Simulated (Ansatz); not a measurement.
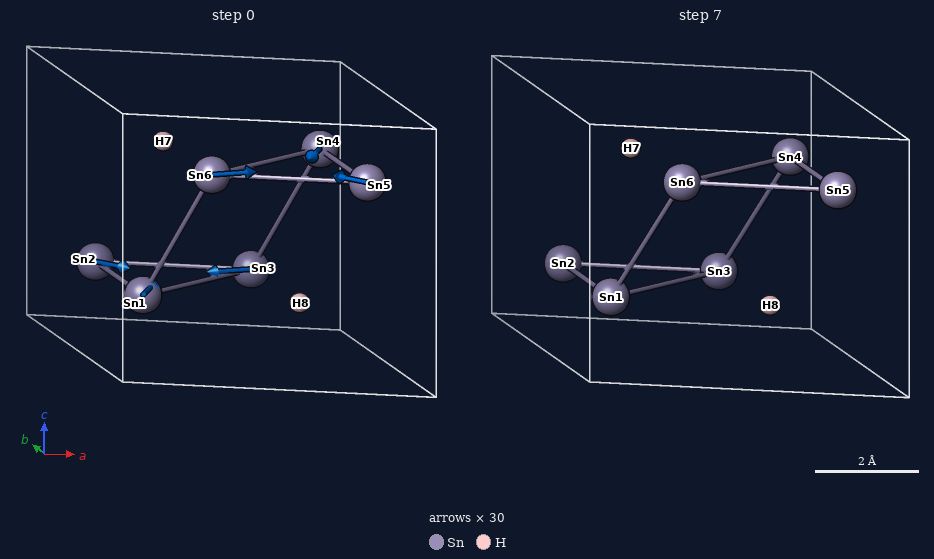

The structure of crystalline Sn₃H (a generated structure, set up in P6_3/mmc) before (left) and after (right) a relaxation, at one scale. The blue arrows give the displacements (the part carried along by the change of the cell is left out), 30 times their true length.

The picture is a ball-and-stick view of the cell of the calculation, seen slightly off an axis.

Level of theory: DFT PBE, scalar-relativistic, plane waves, PAW (Ansatz).

Input
```yaml
crystal:
  lattice:
    - [6.2642842872, 0.0, 0.0]
    - [-3.1321421436, 5.4250293292, 0.0]
    - [0.0, 0.0, 5.3595688219]
  atoms:
    - { symbol: Sn, position: [0.1679582775, 0.3359165549, 0.25] }
    - { symbol: Sn, position: [0.1679582775, 0.8320417225, 0.25] }
    - { symbol: Sn, position: [0.6640834451, 0.8320417225, 0.25] }
    - { symbol: Sn, position: [0.8320417225, 0.6640834451, 0.75] }
    - { symbol: Sn, position: [0.8320417225, 0.1679582775, 0.75] }
    - { symbol: Sn, position: [0.3359165549, 0.1679582775, 0.75] }
    - { symbol: H, position: [0.3333333333, 0.6666666667, 0.75] }
    - { symbol: H, position: [0.6666666667, 0.3333333333, 0.25] }
basis:
  ecutwfc: 420
kpoints:
  mp_grid: { grid: [6, 6, 8] }
hamiltonian:
  xc: pbe
scf:
  occupations: { method: gaussian, width: 0.1 }
output:
  forces: true
  stress: true
  eigenvalues: true
relax:
  adjacent_minimum: "off"
  f_tol: 0.01
  max_steps: 80
  cell: { stress_tol: 0.05 }
```

Run as
```bash
ansatz run input.yaml --threads 1 --pin off --max-ram 2560MiB --backend cpu --events-out ev --progress --plain --runs-dir out
```

### What changed between the two?

The energy falls by 0.124 eV per cell of the calculation in 5 accepted moves (7 points after the start). The largest force component goes from 0.22 to 0.003 eV/Å. The pressure goes from 0.28 to −0.01 GPa. The line search rejected the trial step at point 3 of the run. At 1 point the geometry stayed and the basis and grid were re-selected for the new cell (energy shift of 0.2 meV per cell of the calculation at most each time). The largest moves relative to the cell, 0.032 Å, are those of Sn1, Sn2, Sn3, Sn4, Sn5 and Sn6. Sn2 goes along [1 −1 0]. H stays in place. The drawn cell changes as follows: a = b 6.264 → 6.384 Å (+1.9 %), c 5.360 → 5.150 Å (−3.9 %); the volume changes by −0.2 %. Among the contacts that change: Sn1–Sn2 3.156 → 3.272 Å, Sn1–Sn5 3.241 → 3.194 Å, Sn1–Sn2 (another image) 3.108 → 3.112 Å. The space group stays P6_3/mmc (No. 194).
